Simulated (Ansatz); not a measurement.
## PbS: single-point calculation

- system: PbS (2 atoms in the cell)
- method: DFT PBE+D3(BJ), scalar-relativistic, plane waves, PAW, no spin polarisation (Ansatz 0.2.0)

The structure derives from an entry of the Crystallography Open Database. It belongs to a series of runs on one base structure; here: volume × 0.94. Figures and captions count atoms from 1; the log counts them from 0 in places.

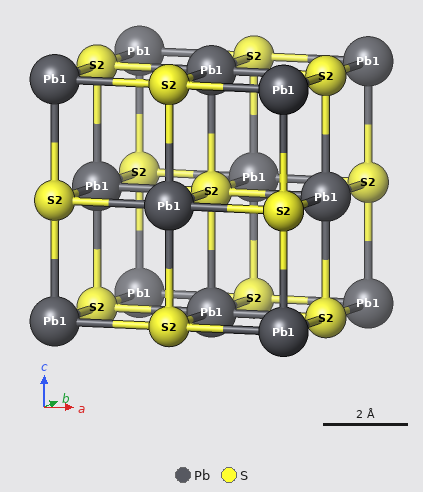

The structure as given in the input (ball-and-stick view of the cell 4 times as large as that of the calculation, set on its symmetry axes, seen slightly off an axis; atoms are numbered from 1 in the order of the input). An atom can appear more than once, as a periodic image. Near neighbours in the periodic cell (some may lie outside the picture): Pb has 6 S at 2.91 Å; S has 6 Pb at 2.91 Å.

## Results in brief

- outcome: converged
- space group (tolerance 0.01 Å): Fm-3m (225)
- electrons treated: 20
- free energy: −12810.2152 eV
- Fermi energy: 9.566 eV
- gap on the k-point mesh: 0.12 eV
- pressure: 4.00 GPa
- largest force (length of the vector): under 0.001 eV/Å
- hardware: 1 thread of Arm Neoverse V1, 24 GiB of memory available, shared host
- wall time: 2.7 s
- peak memory: 0.33 GiB

Spin–orbit coupling is left out, which matters for Pb.

## The input
```yaml
crystal:
  lattice:
    - [0.0, 2.9073413832, 2.9073413832]
    - [2.9073413832, 0.0, 2.9073413832]
    - [2.9073413832, 2.9073413832, 0.0]
  atoms:
    - { symbol: Pb, position: [0.0, 0.0, 0.0] }
    - { symbol: S, position: [0.5, 0.5, 0.5] }
basis:
  ecutwfc: 420
kpoints:
  mp_grid: { grid: [10, 10, 10] }
hamiltonian:
  xc: pbe
  dispersion: d3bj
scf:
  occupations: { method: gaussian, width: 0.02 }
output:
  forces: true
  stress: true
  eigenvalues: true
  write_density: true
  write_potential: true
  elf: true
  volumetric_format: npy
```

Run as:
```bash
ansatz run input.yaml --threads 1 --pin off --max-ram 2560MiB --backend cpu --events-out ev --progress --plain --runs-dir out
```

## The program's output
```
Engine: ansatz 0.2.0, aarch64-unknown-linux-gnu
Pseudopotentials: kind: paw
Pseudopotential: Pb, paw, valence charge 14, recommended cutoff 420 eV (normal), Pb.paw.azcp
Pseudopotential: S, paw, valence charge 6, recommended cutoff 420 eV (normal), S.paw.azcp
Functional definition: PBE
  parameter kappa = 0.804
  parameter beta = 0.06672455060314922
  exchange = pbe_x(kappa = kappa, mu = beta*pi^2/3)
  correlation = pbe_c(beta = beta)
Crystal: 2 atoms, lattice volume = 49.149 Å³
Basis set: ecut = 420 eV, 941 PW (Γ), exchange–correlation on 60×60×60 points (8 copies of the dense FFT grid, shifted against one another)
Bands: 14, of which v1, the nominal top of the filled ones, is band 10 counted from 1 (9 counted from 0)
Symmetry: 48 space group operations
Space group: Fm-3m (ITA 225), of the structure as read, at distance tolerance 3.7e-5 Å
k-points: 47 of 1000
Non-local potential: Pb, projectors of the file, l = 0: 2, l = 1: 2, l = 2: 2, l = 3: 2
Non-local potential: S, projectors of the file, l = 0: 2, l = 1: 2, l = 2: 2
PAW form: soft (Blöchl's): semilocal exchange-correlation on the pseudo side does not see the compensation charge
PAW one-centre angular grid: Pb, 590 points (default); XC on 64 Gauss nodes
PAW one-centre angular grid: S, 110 points (default); XC on 64 Gauss nodes
Initial density: superposition of atomic densities (neutral atoms: chi_scale 0, normalization atom), corrected by the library's trained network
Initial wavefunctions: pseudopotential atomic-orbital guess
Functional: x = pbe(κ = 0.804, μ = 0.2195149727645171), c = pbe(β = 0.06672455060314922)
SCF iter   1: F=—  HF=-12810.216072 eV  |F-HF|=—  |Δ(HF+E_count)|=         —  Δρ=7.14e-4  dr2=2.94e-4  ethr=1.77e-3  ⟨swp⟩=6.7  Hψ=4107  notcnv=0
preconditioner: auto → none  [insulator: Δε(μ)=0.119 eV  Ē_g=15.654 eV  σ=0.020 eV  W_gap=1.00  n_scr=14 (ndim 8)  ℏωp=23.7 eV  f_vac=0.000  D(μ)=0.00/eV (n_scr^D=0)  ε∞_Penn≈3.3]
SCF iter   2: F=—  HF=-12810.215131 eV  |F-HF|=—  |Δ(HF+E_count)|=   9.41e-4  Δρ=4.52e-4  dr2=1.01e-4  ethr=1.47e-6  ⟨swp⟩=2.6  Hψ=1634  notcnv=0
SCF iter   3: F=—  HF=-12810.215140 eV  |F-HF|=—  |Δ(HF+E_count)|=   8.86e-6  Δρ=1.87e-4  dr2=1.68e-5  ethr=5.05e-7  ⟨swp⟩=2.6  Hψ=1102  notcnv=0
SCF iter   4: F=—  HF=-12810.215161 eV  |F-HF|=—  |Δ(HF+E_count)|=   2.09e-5  Δρ=4.11e-5  dr2=8.34e-7  ethr=8.38e-8  ⟨swp⟩=3.0  Hψ=1125  notcnv=0
iter 5 did not close the SCF: its close was put off for the readings that it lacked (scf_convergence_deferred on its scf_iter line)
SCF iter   5: F=-12810.215161 eV  HF=-12810.215161 eV  |F-HF|=7.44e-8  |Δ(HF+E_count)|=   2.65e-7  Δρ=1.14e-5  dr2=7.77e-8  ethr=4.17e-9  ⟨swp⟩=2.6  Hψ=1078  notcnv=0
SCF iter   6: F=-12810.215161 eV  HF=-12810.215161 eV  |F-HF|=1.84e-10  |Δ(HF+E_count)|=   3.60e-8  Δρ=7.62e-7  dr2=3.10e-10  ethr=3.88e-10  ⟨swp⟩=6.5  Hψ=4073  notcnv=0
SCF 1 converged in 6 iterations: F = -12810.215161 eV  dr2 = 3.10e-10
  greatest PAW one-centre occupation: 0.982 electrons in one spin orbital (limit 2), on the Pb atom at site 0 (counted from 0), in its partial waves of l = 2
SCF converged after 6 iterations
Free energy (F): -12810.215161 eV
Harris-Foulkes:  -12810.215161 eV  (|F-HF|=1.84e-10)
Internal energy: -12810.215161 eV  (E = F + TS)
E sigma→0 (E₀):  -12810.215161 eV
Entropy (-TS):   -0.000000 eV (-0.000 meV/atom)
Fermi energy:    9.566274 eV
--- Per-component energies (eV) ---
  E_band       = -39.936075
  E_kinetic    = 395.735467
  E_local      = -1177.306068  (includes V_loc(G=0)·N_el)
  E_nonlocal   = 378.712828
  E_hartree    = 460.109873
  E_xc         = -319.425195
  E_vxc        = -221.701863  (∫ρ·V_xc dr)
  E_paw        = -11003.544434  (= ΣΔE_a)
  E_vpaw       = -335.595748  (= ΣTr[D̂ρ^β])
  E_aug_tail   = 0.000048  (compensation charges beyond the density's cutoff)
  E_ewald      = -1543.759800
  E_disp       = -0.737880  (pairwise vdW)
  E_smearing   = -0.000000  (= −TS)
  E_closure    = 0.000000  (closes the sum)
  Σ components = -12810.215161   (vs F -12810.215161, Δ=0.00e0)
--- Forces (eV/Å), atoms counted from 1 ---
  atom   1  Pb    -0.00000000     0.00000000    -0.00000000
  atom   2  S      0.00000000     0.00000000    -0.00000000
  max |Σ_I F_I| component: 8.74e-30 eV/Å
--- Stress (GPa, compression-positive) ---
        4.002695      -0.000000      -0.000000
       -0.000000       4.002695      -0.000000
        0.000000      -0.000000       4.002695
  P = ⅓ Tr σ = 4.0027 GPa (40.027 kbar)
--- Band table (eV; the first three rows and the last of 47) ---
  k-point 0: bands = ["-7.5202", "-7.5202", "-7.5202", "-7.5060", "-7.5060", "-4.7383", "3.5100", "6.9387", "6.9387", "6.9387", "14.8163", "14.8163", "14.8163", "15.9565"]
  k-point 1: bands = ["-7.5198", "-7.5178", "-7.5178", "-7.5069", "-7.5069", "-4.6443", "3.1290", "6.9692", "6.9692", "7.2388", "13.8142", "14.1733", "14.1733", "16.0056"]
  k-point 2: bands = ["-7.5236", "-7.5236", "-7.5189", "-7.4968", "-7.4968", "-4.3734", "2.2786", "7.0580", "7.0580", "7.8527", "12.3870", "13.0981", "13.0981", "16.0393"]
  k-point 46: bands = ["-7.6654", "-7.5169", "-7.5016", "-7.4831", "-7.4435", "-2.7628", "1.3098", "4.2428", "4.8100", "7.9044", "12.0109", "13.7487", "14.4056", "16.9056"]
```

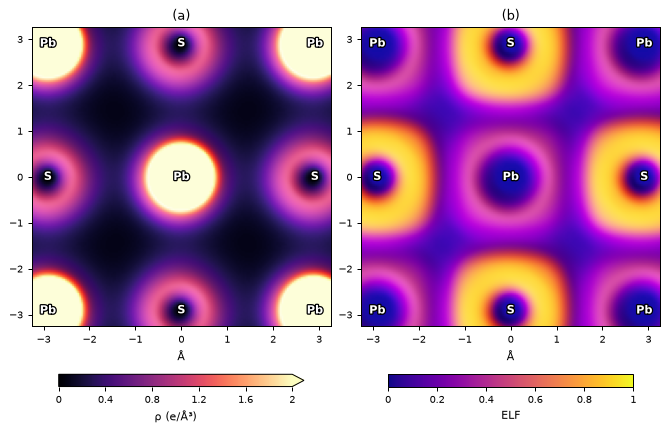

(a) valence electron density; (b) electron localisation function on the (001) plane of the conventional cell. Atoms in the plane: Pb and S. Pb–S (2.91 Å): ρ is about 0.25 e/Å³ halfway; the ELF peaks at about 0.85 in the valence shell of S, 0.8 Å from its nucleus, and drops to about 0.25 between the two atoms. Away from the nuclei the density in this plane falls to 0.06 e/Å³ at its lowest. In a PAW calculation such maps are meaningful between the atoms, not at the nuclei.

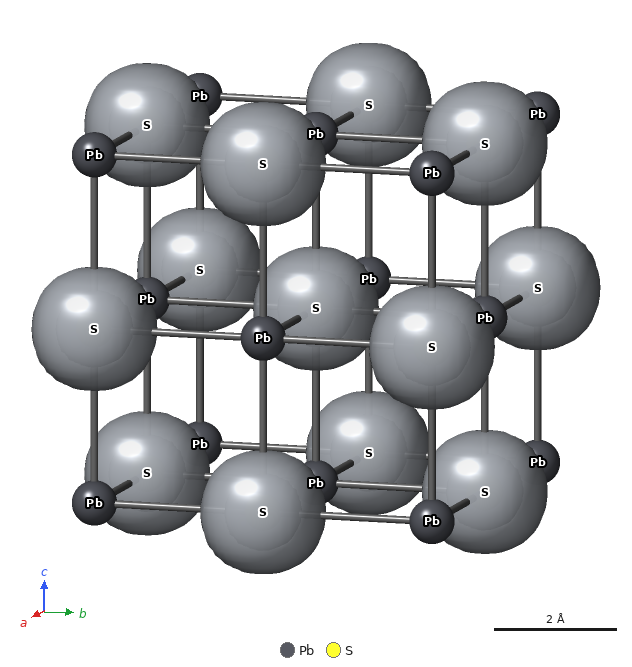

Isosurface of the ELF at 0.8 (grey), seen slightly off an axis. Only the valence region is drawn (cores and ρ < 0.01 e/Å³ removed). Sticks mark near contacts. The outline is the cell set on symmetry axes. Values along the shortest contacts: Pb–S (2.91 Å): the ELF peaks at about 0.85 in the valence shell of S, 0.8 Å from its nucleus, and drops to about 0.25 between the two atoms.

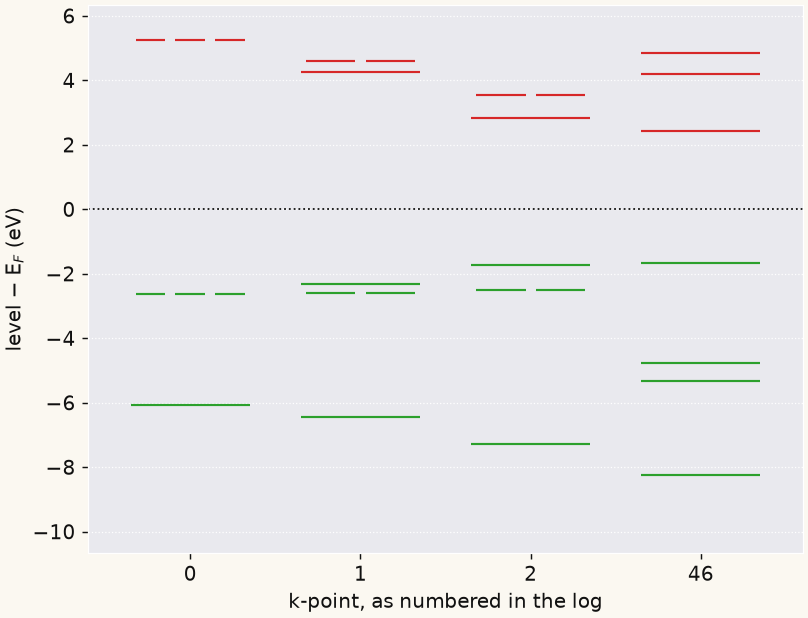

Kohn–Sham levels near the Fermi level (dotted) at the few k-points that the log prints; levels within 0.02 eV of each other stand side by side. Among these points the highest filled and lowest empty levels are 4.11 eV apart; the gap on the full mesh, 0.12 eV, has an edge at a point that isn't printed.
